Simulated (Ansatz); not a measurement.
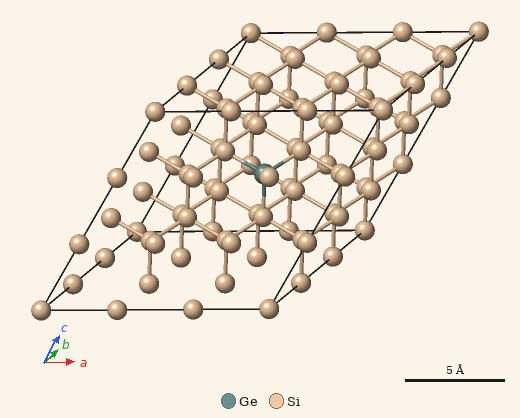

Starting structure of a defect cell of composition Si53Ge. A ball-and-stick model of the cell of the calculation, seen from a free direction.

Theory: Ansatz 0.2.0, DFT PBE, scalar-relativistic, plane waves, PAW.

(plane-wave cutoff 420 eV; k-point mesh 2 × 2 × 2; occupations gaussian; smearing width 0.02 eV; no spin polarisation; atoms relaxed in a fixed cell; force threshold 0.03 eV/Å; at most 40 steps)

```xyz
54
Lattice="0.0000 8.2051 -8.2051 8.2051 8.2051 0.0000 8.2051 0.0000 -8.2051" Properties=species:S:1:pos:R:3 pbc="T T T"
Ge    6.8376    6.8376   -9.5727
Si    9.5727    9.5727   -9.5727
Si   12.3077   12.3077   -9.5727
Si    6.8376    4.1026   -6.8376
Si    9.5727    6.8376   -6.8376
Si   12.3077    9.5727   -6.8376
Si    6.8376    9.5727  -12.3077
Si    9.5727   12.3077  -12.3077
Si   12.3077   15.0428  -12.3077
Si    4.1026    6.8376   -6.8376
Si    6.8376    9.5727   -6.8376
Si    9.5727   12.3077   -6.8376
Si    4.1026    4.1026   -4.1026
Si    6.8376    6.8376   -4.1026
Si    9.5727    9.5727   -4.1026
Si    4.1026    9.5727   -9.5727
Si    6.8376   12.3077   -9.5727
Si    9.5727   15.0428   -9.5727
Si    9.5727    6.8376  -12.3077
Si   12.3077    9.5727  -12.3077
Si   15.0428   12.3077  -12.3077
Si    9.5727    4.1026   -9.5727
Si   12.3077    6.8376   -9.5727
Si   15.0428    9.5727   -9.5727
Si    9.5727    9.5727  -15.0428
Si   12.3077   12.3077  -15.0428
Si   15.0428   15.0428  -15.0428
Si    8.2051    8.2051  -10.9402
Si   10.9402   10.9402  -10.9402
Si    5.4701    5.4701  -10.9402
Si    8.2051    5.4701   -8.2051
Si   10.9402    8.2051   -8.2051
Si    5.4701    2.7350   -8.2051
Si    8.2051    2.7350   -5.4701
Si   10.9402    5.4701   -5.4701
Si   13.6752   16.4103  -13.6752
Si    5.4701    8.2051   -8.2051
Si    8.2051   10.9402   -8.2051
Si    2.7350    5.4701   -8.2051
Si    5.4701    5.4701   -5.4701
Si    8.2051    8.2051   -5.4701
Si    2.7350    2.7350   -5.4701
Si    5.4701   10.9402  -10.9402
Si    8.2051    5.4701   -2.7350
Si   10.9402   16.4103  -10.9402
Si    2.7350    8.2051   -5.4701
Si    5.4701   10.9402   -5.4701
Si   16.4103   13.6752  -13.6752
Si   10.9402    5.4701  -10.9402
Si    5.4701    8.2051   -2.7350
Si   16.4103   10.9402  -10.9402
Si    2.7350    2.7350    0.0000
Si    5.4701    5.4701    0.0000
Si    8.2051    8.2051    0.0000
```

**Where does the relaxation end?**

The largest moves, 0.037 Å, are those of Si28, Si30, Si31 and Si37. Si28 goes along [1 1 1]. Ge stays in place. The lattice vectors keep their values. Near-neighbour distances that change, for instance: Ge1–Si28 2.369 → 2.405 Å, Si10–Si37 2.369 → 2.361 Å. After 2 geometry steps the energy has fallen by 34.1 meV per cell of the calculation. The largest force component goes from 0.27 to 0.0049 eV/Å.

Step by step:

| step | E − E(0), meV/atom | largest force component, eV/Å |
| --- | --- | --- |
| 0 | 0.00 | 0.2735 |
| 1 | -0.60 | 0.0468 |
| 2 | -0.63 | 0.0049 |
